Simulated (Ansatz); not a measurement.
## MoTe2: geometry relaxation (part 2 of 2)

The same run, continued: MoTe2 (P6₃/mmc, 6 atoms in the cell); DFT PBE+D3(BJ), scalar-relativistic, plane waves, PAW, no spin polarisation (Ansatz 0.2.0); cutoff 420 eV, 9×9×2 k-mesh, Gaussian smearing of 0.02 eV. The structure derives from an entry of the Crystallography Open Database.

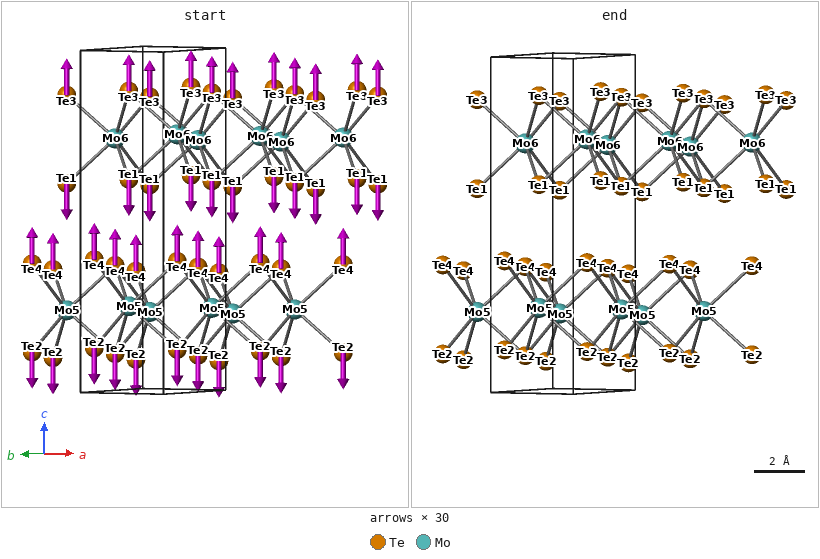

Figure 1. Before (left) and after (right) the relaxation, at one scale (ball-and-stick view of the cell of the calculation, repeated 3 × 2 × 1, with bonded neighbours outside it, seen at an oblique angle). The pink arrows give the displacements (without the part carried along by the change of the cell), magnified 30 times. The energy falls by 4.0 meV per atom in 4 geometry steps. Largest force component: 0.17 eV/Å at the start, 0.0047 eV/Å at the end. The pressure goes from −0.53 to −0.01 GPa. The line search rejected the trial step at point 1 (counted from 0) and went back. The largest moves relative to the cell, 0.050 Å, are those of Te1, Te2, Te3 and Te4. Mo stays in place. The volume changes by −3.2 %, with a = b 3.518 → 3.496 Å (−0.6 %), c 13.974 → 13.702 Å (−1.9 %). The space group stays P6_3/mmc (No. 194). A last SCF at the same geometry on a re-selected plane-wave basis shifts the energy by +0.2 meV per atom. (Atoms are counted from 1 in the order of the input.)

```
basis re-selected at this cell: Δ(F+E_penalty+E_count) = +9.760e-4 eV, ΔP = +0.001 GPa vs the last step (what re-selecting the basis moved, of the pressure what is left beyond the Pulay correction that the steps carried, after the strain that the cell walked since its last selection, with what the two solves' SCF thresholds leave and, on support functions, any second-order correction that the steps lacked; it is no measure of the basis error at this ecutwfc). This SCF's stress stands 3.69e-2 GPa from its target on what of the cell is left free (relax.cell.stress_tol is 5.00e-2 GPa) and its largest allowed force component is 4.70e-3 eV/Å (relax.f_tol is 5.00e-3 eV/Å): within both
SCF converged after 6 iterations
Free energy (F): -37836.637813 eV
Harris-Foulkes:  -37836.637813 eV  (|F-HF|=2.18e-11)
Internal energy: -37836.637813 eV  (E = F + TS)
E sigma→0 (E₀):  -37836.637813 eV
Fermi energy:    13.428442 eV
--- Per-component energies (eV) ---
  E_band       = -1093.355840
  E_kinetic    = 1610.822342
  E_local      = -6940.521346  (includes V_loc(G=0)·N_el)
  E_nonlocal   = -952.615040
  E_hartree    = 3938.777961
  E_xc         = -866.721743
  E_vxc        = -878.258365  (∫ρ·V_xc dr)
  E_paw        = -25053.934767  (= ΣΔE_a)
  E_vpaw       = -1810.338985  (= ΣTr[D̂ρ^β])
  E_aug_tail   = -0.000574  (compensation charges beyond the density's cutoff)
  E_ewald      = -9569.120020
  E_disp       = -3.324625  (pairwise vdW)
  E_smearing   = -0.000000  (= −TS)
  E_closure    = 0.000000  (closes the sum)
  Σ components = -37836.637813   (vs F -37836.637813, Δ=0.00e0)
--- Forces (eV/Å), atoms counted from 1 ---
  atom   1  Te     0.00000000     0.00000000     0.00470075
  atom   2  Te     0.00000000    -0.00000000     0.00470075
  atom   3  Te    -0.00000000     0.00000000    -0.00470075
  atom   4  Te     0.00000000    -0.00000000    -0.00470075
  atom   5  Mo     0.00000000     0.00000000     0.00000000
  atom   6  Mo    -0.00000000    -0.00000000    -0.00000000
  max |Σ_I F_I| component: 6.94e-18 eV/Å
--- Stress (GPa, compression-positive) ---
       -0.002886      -0.000000      -0.000000
        0.000000      -0.002886      -0.000000
       -0.000000      -0.000000      -0.036928
  P = ⅓ Tr σ = -0.0142 GPa (-0.142 kbar)
--- Band table (eV; the first three rows and the last of 24) ---
  k-point 0: bands = ["-47.7545", "-47.7545", "-23.6847", "-23.6847", "-23.6841", "-23.6841", "-23.6739", "-23.6739", "-23.6735", "-23.6735", "-23.6214", "-23.6214", "-23.6186", "-23.6186", "-23.6111", "-23.6111", "-23.6085", "-23.6085", "-23.6017", "-23.5998", "-23.5935", "-23.5915", "-21.9281", "-21.9281", "-21.7643", "-21.7643", "-21.7643", "-21.7643", "-0.1262", "0.3188", "0.6685", "1.3453", "6.9766", "8.5419", "9.7097", "11.2733", "11.2733", "11.2948", "11.2948", "11.9084", "12.0420", "12.0420", "12.0906", "12.0906", "12.9113", "13.0917", "15.9655", "15.9655", "16.1485", "16.1485", "16.1567", "16.1567", "16.4998", "16.4998", "18.9332", "19.3613"]
  k-point 1: bands = ["-47.7545", "-47.7545", "-23.6844", "-23.6844", "-23.6844", "-23.6844", "-23.6737", "-23.6737", "-23.6737", "-23.6737", "-23.6201", "-23.6201", "-23.6201", "-23.6201", "-23.6096", "-23.6096", "-23.6096", "-23.6096", "-23.6009", "-23.6009", "-23.5924", "-23.5924", "-21.9281", "-21.9281", "-21.7643", "-21.7643", "-21.7643", "-21.7643", "0.0252", "0.0252", "1.0725", "1.0725", "7.5510", "7.5510", "10.9525", "10.9525", "11.2837", "11.2837", "11.2837", "11.2837", "12.0665", "12.0665", "12.0665", "12.0665", "13.0446", "13.0446", "16.0053", "16.0053", "16.0053", "16.0053", "16.3791", "16.3791", "16.3791", "16.3791", "19.2307", "19.2307"]
  k-point 2: bands = ["-47.7533", "-47.7533", "-23.6836", "-23.6830", "-23.6818", "-23.6812", "-23.6758", "-23.6753", "-23.6712", "-23.6708", "-23.6224", "-23.6219", "-23.6196", "-23.6195", "-23.6145", "-23.6120", "-23.6114", "-23.6087", "-23.6002", "-23.5987", "-23.5919", "-23.5901", "-21.9197", "-21.9197", "-21.7817", "-21.7817", "-21.7676", "-21.7676", "0.0523", "0.4939", "0.8045", "1.4602", "7.1744", "8.7271", "9.6364", "10.8740", "10.9248", "11.4099", "11.4469", "11.4785", "11.8074", "11.8732", "11.9622", "12.0160", "12.8811", "13.0556", "15.4601", "15.4677", "15.5359", "15.6146", "15.7536", "16.0218", "16.1767", "16.3482", "19.5461", "20.0232"]
  k-point 23: bands = ["-47.7431", "-47.7431", "-23.6890", "-23.6890", "-23.6664", "-23.6664", "-23.6609", "-23.6609", "-23.6603", "-23.6603", "-23.6396", "-23.6396", "-23.6284", "-23.6284", "-23.6159", "-23.6159", "-23.6158", "-23.6158", "-23.5927", "-23.5927", "-23.5788", "-23.5788", "-21.8840", "-21.8840", "-21.8483", "-21.8483", "-21.8421", "-21.8421", "2.5392", "2.5392", "2.7075", "2.7075", "8.1882", "8.1882", "8.3152", "8.3152", "8.9874", "8.9874", "9.2561", "9.2561", "10.3792", "10.3792", "10.9882", "10.9882", "12.8224", "12.8224", "14.1013", "14.1013", "14.6023", "14.6023", "15.4520", "15.4520", "16.6637", "16.6637", "18.0828", "18.0828"]
--- Relaxed structure (5 steps of the walk, 4 accepted, 1 SCFs on fresh bases) ---
  F+E_penalty+E_count = -37836.63781340 eV   max|allowed force component| = 4.701e-3 eV/Å   (the final SCF, on the basis selected at the relaxed cell)
  cell:  # Å, volume = 145.0582 Å³
    - [3.496374810353627, 0.0, 0.0]
    - [-1.7481874051768136, 3.0279494069182395, 0.0]
    - [0.0, 0.0, 13.70174202449034]
  atoms:
    - { symbol: Te, position: [0.3333333333333333, 0.6666666666666666, 0.6173474405075209] }
    - { symbol: Te, position: [0.6666666666666666, 0.3333333333333333, 0.11734744050752086] }
    - { symbol: Te, position: [0.3333333333333333, 0.6666666666666666, 0.8826525594924791] }
    - { symbol: Te, position: [0.6666666666666666, 0.3333333333333333, 0.3826525594924791] }
    - { symbol: Mo, position: [0.3333333333333333, 0.6666666666666666, 0.25] }
    - { symbol: Mo, position: [0.6666666666666666, 0.3333333333333333, 0.7499999999999999] }
```

Trajectory as extended XYZ (Å, eV, eV/Å), 6 frames, from step=1 to step=6:
```
6
Lattice="3.5182 0.0000 0.0000 -1.7591 3.0469 0.0000 0.0000 0.0000 13.9736" Properties=species:S:1:pos:R:3:forces:R:3 step=1 energy=-37836.61484 pressure_GPa=-0.53
Te    0.0000    2.0312    8.6776    0.0000   0.0000  -0.1665
Te    1.7591    1.0156    1.6908    0.0000   0.0000  -0.1665
Te    0.0000    2.0312   12.2828    0.0000   0.0000   0.1665
Te    1.7591    1.0156    5.2960    0.0000   0.0000   0.1665
Mo    0.0000    2.0312    3.4934    0.0000   0.0000   0.0000
Mo    1.7591    1.0156   10.4802    0.0000   0.0000   0.0000
6
Lattice="3.4092 0.0000 0.0000 -1.7046 2.9525 0.0000 0.0000 0.0000 13.4058" Properties=species:S:1:pos:R:3:forces:R:3 step=2 energy=-37836.41040 pressure_GPa=1.34 accepted=F
Te    0.0000    1.9683    8.1602    0.0000   0.0000   0.8435
Te    1.7046    0.9842    1.4573    0.0000   0.0000   0.8435
Te    0.0000    1.9683   11.9485    0.0000   0.0000  -0.8435
Te    1.7046    0.9842    5.2456    0.0000   0.0000  -0.8435
Mo    0.0000    1.9683    3.3515    0.0000   0.0000   0.0000
Mo    1.7046    0.9842   10.0544    0.0000   0.0000   0.0000
6
Lattice="3.4986 0.0000 0.0000 -1.7493 3.0298 0.0000 0.0000 0.0000 13.8189" Properties=species:S:1:pos:R:3:forces:R:3 step=3 energy=-37836.63615 pressure_GPa=-0.34
Te    0.0000    2.0199    8.5452    0.0000   0.0000   0.0029
Te    1.7493    1.0099    1.6358    0.0000   0.0000   0.0029
Te    0.0000    2.0199   12.1831    0.0000   0.0000  -0.0029
Te    1.7493    1.0099    5.2737    0.0000   0.0000  -0.0029
Mo    0.0000    2.0199    3.4547    0.0000   0.0000   0.0000
Mo    1.7493    1.0099   10.3641    0.0000   0.0000   0.0000
6
Lattice="3.4954 0.0000 0.0000 -1.7477 3.0271 0.0000 0.0000 0.0000 13.7028" Properties=species:S:1:pos:R:3:forces:R:3 step=4 energy=-37836.63872 pressure_GPa=-0.06
Te    0.0000    2.0181    8.4580    0.0000   0.0000   0.0227
Te    1.7477    1.0090    1.6066    0.0000   0.0000   0.0227
Te    0.0000    2.0181   12.0963    0.0000   0.0000  -0.0227
Te    1.7477    1.0090    5.2449    0.0000   0.0000  -0.0227
Mo    0.0000    2.0181    3.4257    0.0000   0.0000   0.0000
Mo    1.7477    1.0090   10.2771    0.0000   0.0000   0.0000
6
Lattice="3.4964 0.0000 0.0000 -1.7482 3.0279 0.0000 0.0000 0.0000 13.7017" Properties=species:S:1:pos:R:3:forces:R:3 step=5 energy=-37836.63879 pressure_GPa=-0.02
Te    0.0000    2.0186    8.4587    0.0000   0.0000   0.0048
Te    1.7482    1.0093    1.6079    0.0000   0.0000   0.0048
Te    0.0000    2.0186   12.0939    0.0000   0.0000  -0.0048
Te    1.7482    1.0093    5.2430    0.0000   0.0000  -0.0048
Mo    0.0000    2.0186    3.4254    0.0000   0.0000   0.0000
Mo    1.7482    1.0093   10.2763    0.0000   0.0000   0.0000
6
Lattice="3.4964 0.0000 0.0000 -1.7482 3.0279 0.0000 0.0000 0.0000 13.7017" Properties=species:S:1:pos:R:3:forces:R:3 step=6 energy=-37836.63781 pressure_GPa=-0.01
Te    0.0000    2.0186    8.4587    0.0000   0.0000   0.0047
Te    1.7482    1.0093    1.6079    0.0000   0.0000   0.0047
Te    0.0000    2.0186   12.0939    0.0000   0.0000  -0.0047
Te    1.7482    1.0093    5.2430    0.0000   0.0000  -0.0047
Mo    0.0000    2.0186    3.4254    0.0000   0.0000   0.0000
Mo    1.7482    1.0093   10.2763    0.0000   0.0000   0.0000
```

The run was set up as follows.

Input file:
```yaml
crystal:
  lattice:
    - [3.5182, 0.0, 0.0]
    - [-1.7591, 3.0468505756, 0.0]
    - [0.0, 0.0, 13.9736]
  atoms:
    - { symbol: Te, position: [0.3333333333, 0.6666666667, 0.621] }
    - { symbol: Te, position: [0.6666666667, 0.3333333333, 0.121] }
    - { symbol: Te, position: [0.3333333333, 0.6666666667, 0.879] }
    - { symbol: Te, position: [0.6666666667, 0.3333333333, 0.379] }
    - { symbol: Mo, position: [0.3333333333, 0.6666666667, 0.25] }
    - { symbol: Mo, position: [0.6666666667, 0.3333333333, 0.75] }
basis:
  ecutwfc: 420
kpoints:
  mp_grid: { grid: [9, 9, 2] }
hamiltonian:
  xc: pbe
  dispersion: d3bj
scf:
  occupations: { method: gaussian, width: 0.02 }
output:
  forces: true
  stress: true
  eigenvalues: true
relax:
  adjacent_minimum: "off"
  f_tol: 0.005
  max_steps: 80
  cell: { stress_tol: 0.05 }
```

Launch command:
```bash
ansatz run input.yaml --threads 4 --pin off --max-ram 10240MiB --backend cpu --events-out ev --progress --plain --runs-dir out
```

Key numbers:

| quantity | value |
| --- | --- |
| outcome | converged |
| space group (tolerance 0.01 Å) | P6₃/mmc (194) |
| electrons treated | 92 |
| free energy | −37836.6378 eV |
| Fermi energy | 13.428 eV |
| gap on the k-point mesh | 0.67 eV |
| pressure | −0.01 GPa |
| final volume | 145.06 Å³ |
| largest force (length of the vector) at the end | 0.005 eV/Å |
| final cell | a = 3.496 Å, b = 3.496 Å, c = 13.702 Å, α = 90.00°, β = 90.00°, γ = 120.00° |
| hardware | 4 threads of Arm Neoverse V1, 24 GiB of memory available, shared host |
| wall time | 18 s (CPU time 68 s) |
| peak memory | 0.6 GiB |
